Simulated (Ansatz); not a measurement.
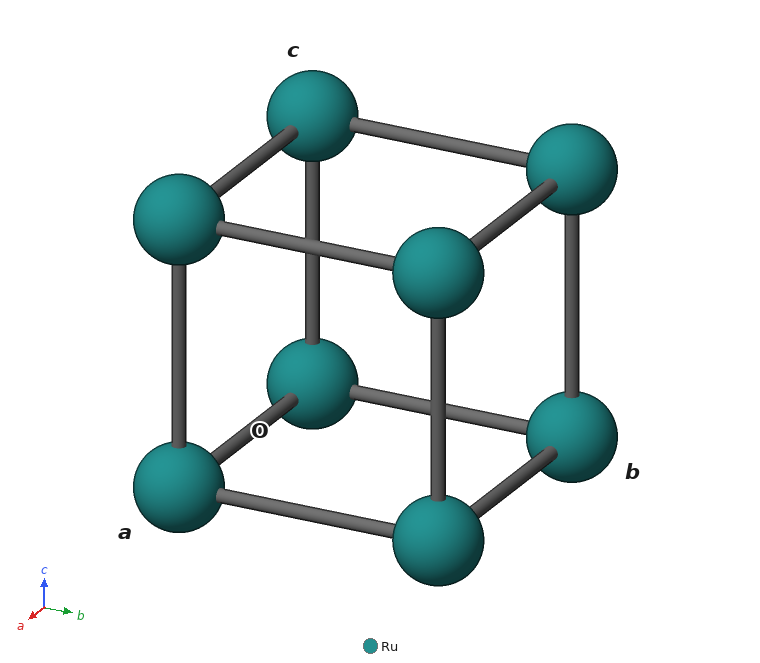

For Ru, the end point of a relaxation with DFT, r2SCAN, plane waves (500 eV) with PAW, scalar-relativistic in Ansatz 0.2.0; the starting structure was generated, so it need not be a known form of this composition: one unit cell is drawn above. All values are computed from the atomic coordinates in the standard setting (tolerance 0.002 Å).

```cif
data_structure
_symmetry_space_group_name_H-M 'P 1'
_symmetry_Int_Tables_number 1
_cell_length_a 2.4904
_cell_length_b 2.4904
_cell_length_c 2.4904
_cell_angle_alpha 90.000
_cell_angle_beta 90.000
_cell_angle_gamma 90.000
_cell_volume 15.45
loop_
_atom_site_label
_atom_site_type_symbol
_atom_site_fract_x
_atom_site_fract_y
_atom_site_fract_z
_atom_site_occupancy
Ru1 Ru 0.00000 0.00000 0.00000 1
```

### What is its point group?

m-3m (Oh), order 48, cubic system: three fourfold axes, four threefold axes, six twofold axes, nine mirror planes, an inversion centre.

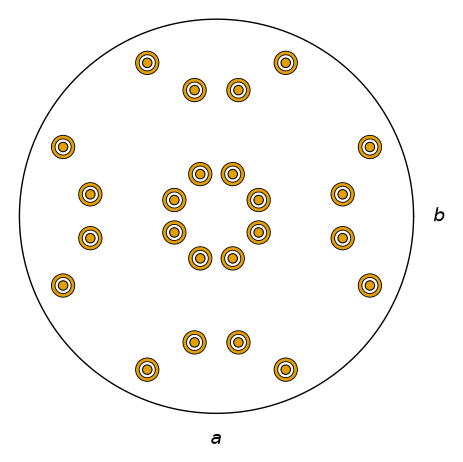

Stereographic projection: filled dots lie in the upper hemisphere, open rings in the lower. The poles are one general form. The c axis points at the viewer.

### What does this class allow?

Class m-3m is centrosymmetric, so neither piezoelectric nor pyroelectric; it is not chiral. Its Laue class is m-3m.
